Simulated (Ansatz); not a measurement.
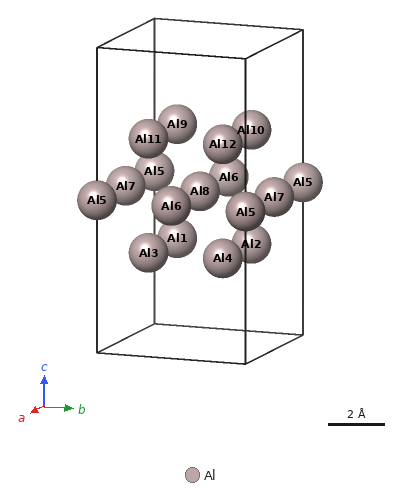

*The input geometry (spheres-only view of the cell of the calculation, with the vacuum cut short, seen slightly off an axis; atoms are numbered from 1 in the order of the input). An atom can appear more than once, as a periodic image.*

**Single-point calculation, with input and output: Al**

- system: Al (slab, 12 atoms in the cell)
- method: DFT PBE, scalar-relativistic, plane waves, PAW, PAW set soft_1, no spin polarisation (Ansatz 0.2.0)

The structure derives from an entry of the Crystallography Open Database. Figures and captions count atoms from 1; the log counts them from 0 in places.

### The input
```yaml
crystal:
  lattice:
    - [5.7135165837, 0.0, 0.0]
    - [0.0, 5.7135165837, 0.0]
    - [0.0, 0.0, 22.1746954317]
  atoms:
    - { symbol: Al, position: [0.25, 0.25, 0.1803857921] }
    - { symbol: Al, position: [0.25, 0.75, 0.1803857921] }
    - { symbol: Al, position: [0.75, 0.25, 0.1803857921] }
    - { symbol: Al, position: [0.75, 0.75, 0.1803857921] }
    - { symbol: Al, position: [0.0, 0.0, 0.2744050922] }
    - { symbol: Al, position: [0.0, 0.5, 0.2744050922] }
    - { symbol: Al, position: [0.5, 0.0, 0.2744050922] }
    - { symbol: Al, position: [0.5, 0.5, 0.2744050922] }
    - { symbol: Al, position: [0.25, 0.25, 0.3686497277] }
    - { symbol: Al, position: [0.25, 0.75, 0.3686497277] }
    - { symbol: Al, position: [0.75, 0.25, 0.3686497277] }
    - { symbol: Al, position: [0.75, 0.75, 0.3686497277] }
basis:
  ecutwfc: 420
kpoints:
  mp_grid: { grid: [5, 5, 1] }
hamiltonian:
  xc: pbe
  pseudopotentials: { kind: paw, azcp: { folder: soft_1 } }
scf:
  occupations: { method: gaussian, width: 0.1 }
output:
  forces: true
  eigenvalues: true
efield:
  axis: 3
  dipole_correction: true
  ramp_width: 0.04
```

Hardware: 1 thread of Arm Neoverse V1, 24 GiB of memory available, shared host.

Launch command:
```bash
ansatz run input.yaml --threads 1 --pin off --max-ram 3072MiB --backend cpu --events-out ev --progress --plain --runs-dir out
```

### What the program printed
```
Engine: ansatz 0.2.0, aarch64-unknown-linux-gnu
Pseudopotentials: kind: paw
Pseudopotential: Al, paw, valence charge 3, recommended cutoff 420 eV (normal), [file]
Functional definition: PBE
  parameter kappa = 0.804
  parameter beta = 0.06672455060314922
  exchange = pbe_x(kappa = kappa, mu = beta*pi^2/3)
  correlation = pbe_c(beta = beta)
Crystal: 12 atoms, lattice volume = 723.877 Å³
Basis set: ecut = 420 eV, 14199 PW (Γ), exchange–correlation on 80×80×300 points (8 copies of the dense FFT grid, shifted against one another)
Bands: 30, of which v1, the nominal top of the filled ones, is band 18 counted from 1 (17 counted from 0)
Symmetry: 32 space group operations
Space group: P4mm (ITA 99), of the structure as read, at distance tolerance 9.0e-5 Å
k-points: 6 of 25
Non-local potential: Al, projectors of the file, l = 0: 2, l = 1: 2, l = 2: 1
PAW form: soft (Blöchl's): semilocal exchange-correlation on the pseudo side does not see the compensation charge
PAW one-centre angular grid: Al, 110 points (default); XC on 64 Gauss nodes
Initial density: superposition of atomic densities (neutral atoms: chi_scale 0, normalization atom)
Initial wavefunctions: pseudopotential atomic-orbital guess
Functional: x = pbe(κ = 0.804, μ = 0.2195149727645171), c = pbe(β = 0.06672455060314922)
SCF iter   1: F=—  HF=-6447.876252 eV  |F-HF|=—  |Δ(HF+E_count)|=         —  Δρ=1.33e-2  dr2=7.45e0  ethr=3.10e-3  p=0.000 e·Å  D=4.13e-9 V/Å  ΔV_dip=-0.00 eV  dr2_dipole=2.37e-5  V_vac-E_F(+/−)=6.15/6.15 eV  ⟨swp⟩=8.3  Hψ=1139  notcnv=0
efield: sawtooth ramp at fractional position 0.7545 (placed from the atoms, in the widest stretch of the axis that holds none; the zero of the levels goes with the place), width 0.0400; the density the first Hamiltonian is built on has a dipole p = 0.000 e·Å; the dipole correction subtracts the counter field D = 4.13e-9 V/Å, which shifts the + side's vacuum level by -0.00 eV against the − side's; the planar-averaged density in the ramp window peaks in size at 5.1e-8 e/Å³
preconditioner: auto → LDOS  [metal: Δε(μ)=0.008 eV  Ē_g=6.008 eV  σ=0.100 eV  W_gap=0.04  n_scr=58 (ndim 8)  ℏωp=8.3 eV  f_vac=0.554  D(μ)=9.68/eV (n_scr^D=42)  β→1.0]
SCF iter   2: F=—  HF=-6446.342970 eV  |F-HF|=—  |Δ(HF+E_count)|=    1.53e0  Δρ=5.70e-3  dr2=6.04e-1  ethr=3.10e-3  p=-0.002 e·Å  D=-5.57e-4 V/Å  ΔV_dip=0.01 eV  dr2_dipole=2.71e-4  V_vac-E_F(+/−)=5.02/5.01 eV  ⟨swp⟩=4.0  Hψ=459  notcnv=0  defer=20
SCF iter   3: F=—  HF=-6446.367199 eV  |F-HF|=—  |Δ(HF+E_count)|=   2.42e-2  Δρ=1.19e-3  dr2=4.26e-2  ethr=1.68e-3  p=0.002 e·Å  D=5.01e-4 V/Å  ΔV_dip=-0.01 eV  dr2_dipole=6.48e-4  V_vac-E_F(+/−)=4.67/4.68 eV  ⟨swp⟩=3.7  Hψ=315  notcnv=0  defer=20
SCF iter   4: F=—  HF=-6446.357030 eV  |F-HF|=—  |Δ(HF+E_count)|=   1.02e-2  Δρ=3.50e-4  dr2=3.26e-3  ethr=1.18e-4  p=-0.000 e·Å  D=-8.18e-5 V/Å  ΔV_dip=0.00 eV  dr2_dipole=2.36e-4  V_vac-E_F(+/−)=4.54/4.54 eV  ⟨swp⟩=2.0  Hψ=267  notcnv=0  defer=20
SCF iter   5: F=—  HF=-6446.357238 eV  |F-HF|=—  |Δ(HF+E_count)|=   2.07e-4  Δρ=1.74e-4  dr2=1.82e-3  ethr=9.06e-6  p=0.001 e·Å  D=2.94e-4 V/Å  ΔV_dip=-0.01 eV  dr2_dipole=1.97e-4  V_vac-E_F(+/−)=4.52/4.52 eV  ⟨swp⟩=2.8  Hψ=362  notcnv=0  defer=20
SCF iter   6: F=—  HF=-6446.357077 eV  |F-HF|=—  |Δ(HF+E_count)|=   1.61e-4  Δρ=6.90e-5  dr2=2.70e-4  ethr=5.06e-6  p=0.001 e·Å  D=1.66e-4 V/Å  ΔV_dip=-0.00 eV  dr2_dipole=1.98e-5  V_vac-E_F(+/−)=4.51/4.52 eV  ⟨swp⟩=1.2  Hψ=164  notcnv=0  defer=20
SCF iter   7: F=—  HF=-6446.357065 eV  |F-HF|=—  |Δ(HF+E_count)|=   1.20e-5  Δρ=9.87e-6  dr2=3.79e-6  ethr=7.50e-7  p=0.000 e·Å  D=5.79e-6 V/Å  ΔV_dip=-0.00 eV  dr2_dipole=8.68e-7  V_vac-E_F(+/−)=4.51/4.51 eV  ⟨swp⟩=2.5  Hψ=250  notcnv=0  defer=20
SCF iter   8: F=—  HF=-6446.356932 eV  |F-HF|=—  |Δ(HF+E_count)|=   1.33e-4  Δρ=3.37e-6  dr2=3.37e-7  ethr=1.05e-8  p=0.000 e·Å  D=4.67e-5 V/Å  ΔV_dip=-0.00 eV  dr2_dipole=6.63e-8  V_vac-E_F(+/−)=4.51/4.51 eV  ⟨swp⟩=2.2  Hψ=281  notcnv=0  defer=20
SCF iter   9: F=-6446.356932 eV  HF=-6446.356932 eV  |F-HF|=8.08e-9  |Δ(HF+E_count)|=   1.04e-7  Δρ=7.58e-7  dr2=5.29e-9  ethr=2.78e-10  p=0.000 e·Å  D=7.11e-5 V/Å  ΔV_dip=-0.00 eV  dr2_dipole=4.41e-10  V_vac-E_F(+/−)=4.51/4.51 eV  ⟨swp⟩=15.8  Hψ=1161  notcnv=0
SCF 1 converged in 9 iterations: F = -6446.356932 eV  dr2 = 5.29e-9
  greatest PAW one-centre occupation: 0.484 electrons in one spin orbital (limit 2), on the Al atom at site 11 (counted from 0), in its partial waves of l = 0
```

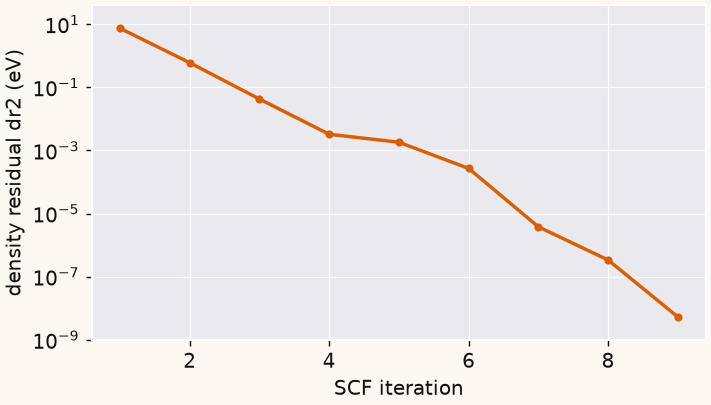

*Convergence of the self-consistent field: density residual dr2 against the SCF iteration.*

The residual falls at every step.

```
SCF converged after 9 iterations
Free energy (F): -6446.356932 eV
Harris-Foulkes:  -6446.356932 eV  (|F-HF|=8.08e-9)
Internal energy: -6446.338160 eV  (E = F + TS)
E sigma→0 (E₀):  -6446.347546 eV
Entropy (-TS):   -0.018772 eV (-1.564 meV/atom)
Fermi energy:    -1.063548 eV
Dipole field:    D = 0.000056 V/Å  (p = 0.000225 e·Å, saw-weighted, corrected)
Work function:   Φ+ = 4.5072 eV   Φ− = 4.5085 eV
Levels:          The Fermi level and band energies are counted from a zero that moves with the ramp; work functions are not
--- Per-component energies (eV) ---
  E_band       = -174.559737
  E_kinetic    = 246.650222
  E_local      = -6720.429358  (includes V_loc(G=0)·N_el)
  E_nonlocal   = 122.006325
  E_hartree    = 3275.360243
  E_xc         = -438.953910
  E_vxc        = -332.083202  (∫ρ·V_xc dr)
  E_paw        = -5632.047054  (= ΣΔE_a)
  E_vpaw       = -41.427065  (= ΣTr[D̂ρ^β])
  E_aug_tail   = -0.000022  (compensation charges beyond the density's cutoff)
  E_efield     = 0.000000  (sawtooth field / dipole correction)
  E_vefield    = 0.000002  (∫n·V_field dr)
  E_ewald      = 2701.075395
  E_smearing   = -0.018772  (= −TS)
  E_closure    = 0.000000  (closes the sum)
  Σ components = -6446.356932   (vs F -6446.356932, Δ=0.00e0)
--- Forces (eV/Å), atoms counted from 1 ---
  atom   1  Al     0.00000000     0.00000000     0.01795536
  atom   2  Al     0.00000000    -0.00000000     0.01795536
  atom   3  Al     0.00000000     0.00000000     0.01795536
  atom   4  Al     0.00000000     0.00000000     0.01795536
  atom   5  Al     0.00000000    -0.00000000     0.01084887
  atom   6  Al     0.00000000     0.00000000     0.01084887
  atom   7  Al     0.00000000     0.00000000     0.01084887
  atom   8  Al     0.00000000    -0.00000000     0.01084887
  atom   9  Al    -0.00000000     0.00000000    -0.02879419
  atom  10  Al    -0.00000000     0.00000000    -0.02879419
  atom  11  Al     0.00000000     0.00000000    -0.02879419
  atom  12  Al     0.00000000    -0.00000000    -0.02879419
  max |Σ_I F_I| component: 4.01e-5 eV/Å
--- Band table (eV; the first three rows and the last of 6) ---
  k-point 0: bands = ["-11.1082", "-9.0064", "-6.7189", "-6.7189", "-6.6085", "-6.6085", "-5.8043", "-4.7107", "-4.7107", "-4.5124", "-4.5124", "-2.9485", "-2.9485", "-2.8083", "-1.8145", "-1.8145", "-1.7367", "-1.3912", "-1.0364", "-1.0364", "-1.0045", "-1.0045", "0.4711", "0.5428", "0.9471", "0.9471", "0.9557", "1.9732", "1.9732", "2.0681"]
  k-point 1: bands = ["-10.9278", "-8.8279", "-8.2491", "-6.5451", "-6.4334", "-6.1794", "-5.6269", "-4.7501", "-4.5326", "-4.3459", "-4.0011", "-3.9030", "-3.0193", "-2.7286", "-2.6398", "-1.9746", "-1.9205", "-1.6432", "-0.8713", "-0.3564", "-0.1123", "-0.1050", "0.4687", "0.8639", "1.1138", "1.1191", "1.3673", "1.7329", "1.7658", "2.2323"]
  k-point 2: bands = ["-10.3881", "-9.4930", "-8.2939", "-7.4085", "-6.0258", "-5.9110", "-5.1683", "-5.0968", "-5.0529", "-4.2213", "-4.0024", "-3.8480", "-3.1342", "-3.0266", "-2.5266", "-2.1375", "-1.3508", "-1.1318", "-0.4385", "-0.3827", "-0.2902", "-0.0297", "0.4002", "1.6122", "1.6760", "1.8019", "1.9795", "2.0054", "2.2593", "2.4258"]
  k-point 5: bands = ["-9.6714", "-8.7806", "-8.7806", "-7.8957", "-7.5846", "-6.7034", "-6.7034", "-5.8281", "-4.3937", "-3.5240", "-3.5240", "-2.6624", "-1.9123", "-1.9123", "-1.6206", "-1.4662", "-0.6747", "-0.6747", "-0.1729", "0.0427", "0.1380", "0.1380", "0.1592", "0.3203", "1.4332", "1.7586", "1.7586", "1.9773", "1.9996", "2.4811"]
```

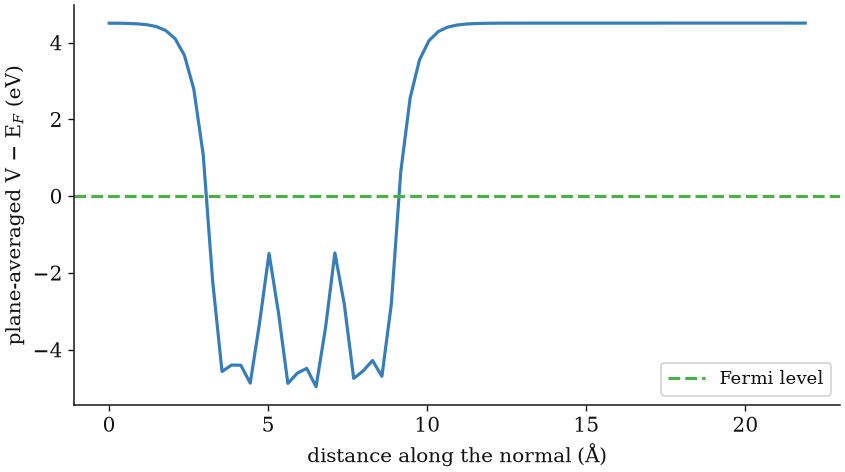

*Plane average of the electrostatic potential energy of an electron across the cell, from the Fermi level.*

The vacuum level lies 4.51 eV above the Fermi level.

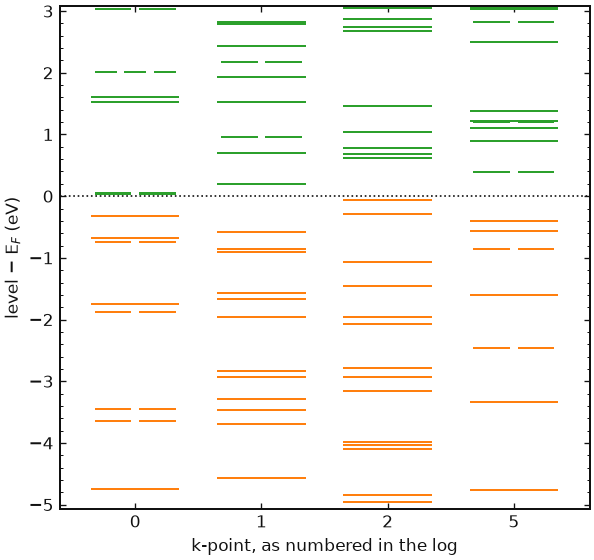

*Kohn–Sham levels near the Fermi level (dotted) at the few k-points that the log prints; levels within 0.02 eV of each other stand side by side.*

The system is metallic on the full mesh.

### Results in brief

| quantity | value |
| --- | --- |
| outcome | converged |
| electrons treated | 36 |
| free energy | −6446.3569 eV |
| work function, top face | 4.51 eV |
| work function, bottom face | 4.51 eV |
| Fermi energy | −1.064 eV |
| gap on the k-point mesh | none (metallic) |
| work function (upper face) | 4.51 eV |
| largest force (length of the vector) | 0.029 eV/Å |
| wall time | 13 s |
| peak memory | 0.57 GiB |
